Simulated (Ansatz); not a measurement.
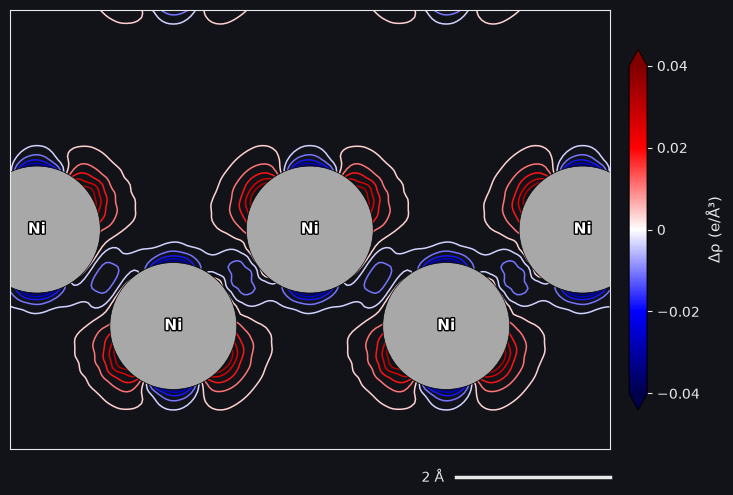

Ni. Difference of the valence pseudo-densities of two functionals at the same geometry, on the (11̄0) plane of the calculation cell: one of r2SCAN and r2SCAN0 less the other.

Both computed with Ansatz (plane waves, PAW), on the same k-point mesh. Grey discs cover the atomic cores.

```xyz
2
Lattice="0.0000 2.5131 2.5131 2.5131 0.0000 2.5131 2.5131 2.5131 0.0000" Properties=species:S:1:pos:R:3 pbc="T T T"
Ni    0.6283    0.6283    0.6283
Ni    4.3979    4.3979    4.3979
```

**Which was subtracted from which, and what does the map show?**

It is r2SCAN less r2SCAN0. Against r2SCAN0, r2SCAN gives a change of −0.017 e/Å³ at the midpoint of Ni–Ni.
